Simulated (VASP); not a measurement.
BN: geometry relaxation (part 4 of 5)

Continued. System: BN (P6₃/mmc, 4 atoms in the cell). Method: Kohn-Sham DFT of a periodic cell, PBE with D3(BJ), VASP PAW PBE potentials, recommended, no spin polarisation (VASP 6.6.1); cutoff 520 eV, 15×15×6 k-mesh, Gaussian smearing of 0.02 eV. The structure derives from an entry of the Crystallography Open Database. The run did not end well. The run did not end well; see the last part.

Geometry of the input (Å; fractional positions):
```
2.4982  0.0000  0.0000
-1.2491  2.1635  0.0000
0.0000  0.0000  6.6357
B  0.3333  0.6667  0.2500
B  0.6667  0.3333  0.7500
N  0.3333  0.6667  0.7500
N  0.6667  0.3333  0.2500
```

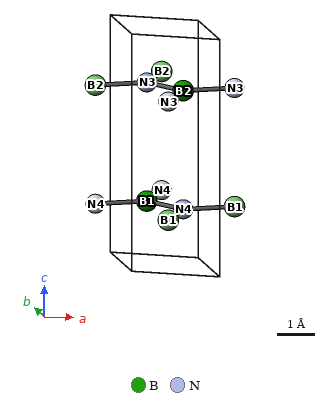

Fig. 1: The starting structure (ball-and-stick view of the cell of the calculation, seen slightly off an axis; neighbours outside the cell are drawn fainter; atoms are numbered from 1 in the order of the input). An atom can appear more than once, as a periodic image.

### Parts of OUTCAR, continued
```
 Edisp (eV)   -0.56768

 E8    (eV) :    -0.1663

  FORCE on cell =-STRESS in cart. coord.  units (eV):
  Direction    XX          YY          ZZ          XY          YZ          ZX
  --------------------------------------------------------------------------------------
  -------------------------------------------------------------------------------------
  Total      20.19746    20.19746    55.27421     0.00000    -0.00000     0.00000
  in kB     902.23916   902.23916  2469.14967     0.00000    -0.00000     0.00000
  external pressure =     1424.54 kB  Pullay stress =        0.00 kB

 VOLUME and BASIS-vectors are now :
 -----------------------------------------------------------------------------
  energy-cutoff  :      520.00
  volume of cell :       35.87
      direct lattice vectors                 reciprocal lattice vectors
     2.498240000  0.000000000  0.000000000     0.400281798  0.231102805  0.000000000
    -1.249120000  2.163539300  0.000000000     0.000000000  0.462205609  0.000000000
     0.000000000  0.000000000  6.635700000     0.000000000  0.000000000  0.150700002

 POSITION                                       TOTAL-FORCE (eV/Angst)
 -----------------------------------------------------------------------------------
     -0.00000      1.44236      1.65892        -0.000000      0.000000      0.000000
      1.24912      0.72118      4.97677         0.000000     -0.000000      0.000000
     -0.00000      1.44236      4.97677         0.000000      0.000000      0.000000
      1.24912      0.72118      1.65892        -0.000000     -0.000000      0.000000
 -----------------------------------------------------------------------------------
    total drift:                               -0.000002      0.000001      0.000000

  FREE ENERGIE OF THE ION-ELECTRON SYSTEM (eV)
  ---------------------------------------------------
  free  energy   TOTEN  =       -39.3200361084 eV

  energy  without entropy=      -39.3200361084  energy(sigma->0) =      -39.32003611

--------------------------------------- Ionic step        2  -------------------------------------------

 number of electron      16.0000008 magnetization

------------------------ aborting loop EDIFF was not reached (unconverged)  ----------------------------

 Edisp (eV)   -0.25847

 E8    (eV) :    -0.0781

  FORCE on cell =-STRESS in cart. coord.  units (eV):
  Direction    XX          YY          ZZ          XY          YZ          ZX
  --------------------------------------------------------------------------------------
  -------------------------------------------------------------------------------------
  Total     -29.77623   -29.77623    12.34729     0.00000     0.00000     0.00000
  in kB    -516.05275  -516.05275   213.99127     0.00000     0.00000     0.00000
  external pressure =     -272.70 kB  Pullay stress =        0.00 kB

 VOLUME and BASIS-vectors are now :
 -----------------------------------------------------------------------------
  energy-cutoff  :      520.00
  volume of cell :       92.45
      direct lattice vectors                 reciprocal lattice vectors
     3.106798228  0.000000000  0.000000000     0.321874781  0.185834492  0.000000000
    -1.553399114  2.690566182 -0.000000000    -0.000000000  0.371668984  0.000000000
     0.000000000 -0.000000000 11.059347039    -0.000000000  0.000000000  0.090421251

 POSITION                                       TOTAL-FORCE (eV/Angst)
 -----------------------------------------------------------------------------------
     -0.00000      1.79371      2.76484         0.000000      0.000000      0.000000
      1.55340      0.89686      8.29451         0.000000      0.000000     -0.000000
     -0.00000      1.79371      8.29451        -0.000000     -0.000000      0.000000
      1.55340      0.89686      2.76484        -0.000000      0.000000      0.000000
 -----------------------------------------------------------------------------------
    total drift:                               -0.000003      0.000002      0.000000

  FREE ENERGIE OF THE ION-ELECTRON SYSTEM (eV)
  ---------------------------------------------------
  free  energy   TOTEN  =       -26.8878690656 eV

  energy  without entropy=      -26.8878690656  energy(sigma->0) =      -26.88786907

--------------------------------------- Ionic step        3  -------------------------------------------

 number of electron      15.9999974 magnetization

------------------------ aborting loop EDIFF was not reached (unconverged)  ----------------------------

 Edisp (eV)   -0.25543

 E8    (eV) :    -0.0764

  FORCE on cell =-STRESS in cart. coord.  units (eV):
  Direction    XX          YY          ZZ          XY          YZ          ZX
  --------------------------------------------------------------------------------------
  -------------------------------------------------------------------------------------
  Total     -32.06465   -32.06465   -14.59999     0.00000     0.00000    -0.00000
  in kB    -611.41190  -611.41189  -278.39402     0.00000     0.00000    -0.00000
  external pressure =     -500.41 kB  Pullay stress =        0.00 kB

 VOLUME and BASIS-vectors are now :
 -----------------------------------------------------------------------------
  energy-cutoff  :      520.00
  volume of cell :       84.02
      direct lattice vectors                 reciprocal lattice vectors
     3.034692837  0.000000000  0.000000000     0.329522642  0.190249986  0.000000000
    -1.517346419  2.628121082 -0.000000000    -0.000000000  0.380499973  0.000000000
     0.000000000 -0.000000000 10.535208535    -0.000000000  0.000000000  0.094919811

 POSITION                                       TOTAL-FORCE (eV/Angst)
 -----------------------------------------------------------------------------------
     -0.00000      1.75208      2.63380         0.000000     -0.000000     -0.000000
      1.51735      0.87604      7.90141        -0.000000      0.000000      0.000000
     -0.00000      1.75208      7.90141        -0.000000      0.000000      0.000000
      1.51735      0.87604      2.63380         0.000000     -0.000000      0.000000
 -----------------------------------------------------------------------------------
    total drift:                               -0.000003      0.000002      0.000000

  FREE ENERGIE OF THE ION-ELECTRON SYSTEM (eV)
  ---------------------------------------------------
  free  energy   TOTEN  =       -26.7075787351 eV

  energy  without entropy=      -26.7075787351  energy(sigma->0) =      -26.70757874

 E-fermi :  -0.0885     XC(G=0):  -8.3285     alpha+bet : -7.8165

 val. band max:       -0.2195480039   @ k =   0.3333   0.3333   0.5000
 cond. band min:       4.2512462609   @ k =   0.0000   0.0000   0.0000
 fundamental gap:      4.4707942648
 Fermi energy:        -0.0884839154

 k-point     1 :       0.0000    0.0000    0.0000
  band No.  band energies     occupation
      1     -17.4555      2.00000
      2     -17.4293      2.00000
      3      -5.1544      2.00000
      4      -4.6836      2.00000
      5      -1.8633      2.00000
      6      -1.8632      2.00000
      7      -1.8619      2.00000
      8      -1.8618      2.00000
      9       4.2512      0.00000
     10       7.2707      0.00000
     11      10.4144      0.00000
     12      10.4241      0.00000

 k-point     2 :       0.0667    0.0000    0.0000
  band No.  band energies     occupation
      1     -17.3766      2.00000
      2     -17.3508      2.00000
      3      -5.0494      2.00000
      4      -4.5825      2.00000
      5      -2.2105      2.00000
      6      -2.2084      2.00000
      7      -2.0128      2.00000
      8      -2.0118      2.00000
      9       4.4029      0.00000
     10       7.3283      0.00000
     11       8.8542      0.00000
     12      10.3402      0.00000

 k-point     3 :       0.1333   -0.0000    0.0000
  band No.  band energies     occupation
      1     -17.1429      2.00000
      2     -17.1178      2.00000
      3      -4.7259      2.00000
      4      -4.2762      2.00000
      5      -3.1294      2.00000
      6      -3.1232      2.00000
      7      -2.4047      2.00000
      8      -2.4046      2.00000
      9       4.8235      0.00000
     10       7.4843      0.00000
     11       9.1165      0.00000
     12      10.1623      0.00000

 k-point     4 :       0.2000   -0.0000    0.0000
  band No.  band energies     occupation
      1     -16.7653      2.00000
      2     -16.7419      2.00000
      3      -4.3769      2.00000
      4      -4.3704      2.00000
      5      -4.2135      2.00000
      6      -3.7849      2.00000
      7      -2.9209      2.00000
      8      -2.9178      2.00000
      9       5.4610      0.00000
     10       7.5486      0.00000
     11       9.1276      0.00000
     12       9.2810      0.00000

 k-point     5 :       0.2667   -0.0000    0.0000
  band No.  band energies     occupation
      1     -16.2653      2.00000
      2     -16.2443      2.00000
      3      -5.7343      2.00000
      4      -5.7293      2.00000
      5      -3.5190      2.00000
      6      -3.4390      2.00000
      7      -3.4359      2.00000
      8      -3.1224      2.00000
      9       6.2771      0.00000
     10       7.2173      0.00000
     11       8.0182      0.00000
     12       8.9777      0.00000

 [... the levels of 18 k-points are left out ...]

 k-point    24 :       0.4000    0.2000    0.0000
  band No.  band energies     occupation
      1     -14.4005      2.00000
      2     -14.3961      2.00000
      3      -8.3889      2.00000
      4      -8.3799      2.00000
      5      -6.0863      2.00000
      6      -6.0826      2.00000
      7      -0.6428      2.00000
      8      -0.5217      2.00000
      9       4.3495      0.00000
     10       4.4980      0.00000
     11      10.6437      0.00000
     12      11.8983      0.00000

 [... further k-points ...]

 E-fermi :   1.7202     XC(G=0):  -9.4725     alpha+bet : -9.9945

 val. band max:        1.5889720995   @ k =   0.3333   0.3333   0.5000
 cond. band min:       5.9943624004   @ k =   0.4667   0.0667   0.0000
 fundamental gap:      4.4053903008
 Fermi energy:         1.7202068975

 k-point     1 :       0.0000    0.0000    0.0000
  band No.  band energies     occupation
      1     -16.0663      2.00000
      2     -15.9160      2.00000
      3      -4.2461      2.00000
      4      -2.8591      2.00000
      5       0.2467      2.00000
      6       0.2467      2.00000
      7       0.2622      2.00000
      8       0.2622      2.00000
      9       6.4110      0.00000
     10      10.8896      0.00000
     11      13.0532      0.00000
     12      13.1143      0.00000

 k-point     2 :       0.0667    0.0000    0.0000
  band No.  band energies     occupation
      1     -15.9805      2.00000
      2     -15.8320      2.00000
      3      -4.1287      2.00000
      4      -2.7506      2.00000
      5      -0.1142      2.00000
      6      -0.1031      2.00000
      7       0.0794      2.00000
      8       0.0963      2.00000
      9       6.5699      0.00000
     10      10.8876      0.00000
     11      12.8605      0.00000
     12      13.0324      0.00000

 k-point     3 :       0.1333   -0.0000    0.0000
  band No.  band energies     occupation
      1     -15.7262      2.00000
      2     -15.5826      2.00000
      3      -3.7791      2.00000
      4      -2.4283      2.00000
      5      -1.0794      2.00000
      6      -1.0704      2.00000
      7      -0.3569      2.00000
      8      -0.3372      2.00000
      9       7.0063      0.00000
     10      10.8296      0.00000
     11      12.5717      0.00000
     12      12.9427      0.00000

 k-point     4 :       0.2000   -0.0000    0.0000
  band No.  band energies     occupation
      1     -15.3135      2.00000
      2     -15.1783      2.00000
      3      -3.2074      2.00000
      4      -2.4030      2.00000
      5      -2.3878      2.00000
      6      -1.9055      2.00000
      7      -0.9236      2.00000
      8      -0.9007      2.00000
      9       7.6611      0.00000
     10      10.5361      0.00000
     11      11.9203      0.00000
     12      12.2477      0.00000

 k-point     5 :       0.2667   -0.0000    0.0000
  band No.  band energies     occupation
      1     -14.7634      2.00000
      2     -14.6405      2.00000
      3      -3.8572      2.00000
      4      -3.8324      2.00000
      5      -2.4337      2.00000
      6      -1.4922      2.00000
      7      -1.4670      2.00000
      8      -1.2092      2.00000
      9       8.4960      0.00000
     10       9.7846      0.00000
     11      10.4209      0.00000
     12      11.9463      0.00000

 [... the levels of 18 k-points are left out ...]

 k-point    24 :       0.4000    0.2000    0.0000
  band No.  band energies     occupation
      1     -12.6270      2.00000
      2     -12.6000      2.00000
      3      -6.8022      2.00000
      4      -6.7585      2.00000
      5      -4.3119      2.00000
      6      -4.2774      2.00000
      7       0.9422      2.00000
      8       1.4032      2.00000
      9       6.1853      0.00000
     10       6.6891      0.00000
     11      13.1468      0.00000
     12      13.7382      0.00000

 [... further k-points ...]

 E-fermi :   2.2592     XC(G=0):  -9.9501     alpha+bet :-10.7213

 val. band max:        2.1363197039   @ k =   0.3333   0.2667   0.0000
 cond. band min:       6.4158239816   @ k =   0.4667   0.0667   0.0000
 fundamental gap:      4.2795042777
 Fermi energy:         2.2591554569

 k-point     1 :       0.0000    0.0000    0.0000
  band No.  band energies     occupation
      1     -15.5666      2.00000
      2     -15.2959      2.00000
      3      -3.9672      2.00000
      4      -1.9487      2.00000
      5       0.7708      2.00000
      6       0.7708      2.00000
      7       0.8048      2.00000
      8       0.8048      2.00000
      9       7.2996      0.00000
     10      12.2356      0.00000
     11      13.5266      0.00000
     12      13.6411      0.00000

 k-point     2 :       0.0667    0.0000    0.0000
  band No.  band energies     occupation
      1     -15.4805      2.00000
      2     -15.2126      2.00000
      3      -3.8494      2.00000
      4      -1.8427      2.00000
      5       0.4101      2.00000
      6       0.4402      2.00000
      7       0.6036      2.00000
      8       0.6402      2.00000
      9       7.4611      0.00000
     10      12.1815      0.00000
     11      13.4139      0.00000
     12      13.5643      0.00000

 k-point     3 :       0.1333   -0.0000    0.0000
  band No.  band energies     occupation
      1     -15.2254      2.00000
      2     -14.9657      2.00000
      3      -3.4985      2.00000
      4      -1.5285      2.00000
      5      -0.5548      2.00000
      6      -0.5245      2.00000
      7       0.1676      2.00000
      8       0.2099      2.00000
      9       7.8979      0.00000
     10      11.9692      0.00000
     11      13.1092      0.00000
     12      13.4988      0.00000

 k-point     4 :       0.2000   -0.0000    0.0000
  band No.  band energies     occupation
      1     -14.8111      2.00000
      2     -14.5656      2.00000
      3      -2.9240      2.00000
      4      -1.8784      2.00000
      5      -1.8364      2.00000
      6      -1.0198      2.00000
      7      -0.3982      2.00000
      8      -0.3499      2.00000
      9       8.5375      0.00000
     10      11.4619      0.00000
     11      12.4011      0.00000
     12      12.7650      0.00000

 k-point     5 :       0.2667   -0.0000    0.0000
  band No.  band energies     occupation
      1     -14.2584      2.00000
      2     -14.0342      2.00000
      3      -3.3328      2.00000
      4      -3.2738      2.00000
      5      -2.1454      2.00000
      6      -0.9658      2.00000
      7      -0.9128      2.00000
      8      -0.3461      2.00000
      9       9.3306      0.00000
     10      10.4656      0.00000
     11      10.9525      0.00000
     12      12.4441      0.00000

 [... the levels of 18 k-points are left out ...]

 k-point    24 :       0.4000    0.2000    0.0000
  band No.  band energies     occupation
      1     -12.0939      2.00000
      2     -12.0424      2.00000
      3      -6.2659      2.00000
      4      -6.1866      2.00000
      5      -3.7838      2.00000
      6      -3.7134      2.00000
      7       1.3213      2.00000
      8       2.0254      2.00000
      9       6.6648      0.00000
     10       7.4030      0.00000
     11      13.7096      0.00000
     12      14.1149      0.00000

 [... further k-points ...]

[... ionic steps 4 to 77 ...]

--------------------------------------- Ionic step       78  -------------------------------------------

 number of electron      15.9999997 magnetization

------------------------ aborting loop EDIFF was not reached (unconverged)  ----------------------------

 Edisp (eV)   -0.56764

 E8    (eV) :    -0.1663
```
